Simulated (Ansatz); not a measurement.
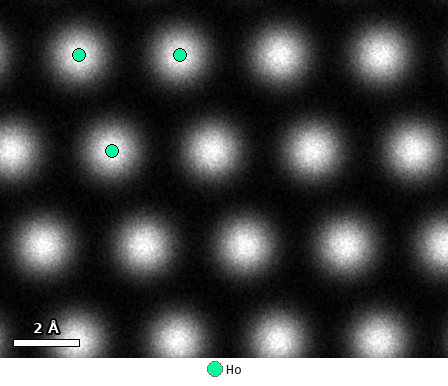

Z-contrast image of Ho (I4/mmm, No. 139) along [111]. Simulated incoherent Z contrast: every atom adds Z^1.7 spread by a probe of 1.30 Å full width; channelling and multiple scattering are left out. The probe carries 25 % of its weight in a tail 2.5 times as wide. Shot noise was added. Model: a calculation's starting geometry; the starting structure was generated, so it need not be a known form of this composition.

Coloured dots in one corner mark the columns of the model.

**What can be read from this image?**

The columns repeat on a centred rectangular net of 3.65 × 5.13 Å (plane group c2mm). All columns are alike (Ho). The shortest distance between visible columns is 3.15 Å in projection. Along the beam the structure repeats every 3.66 Å.
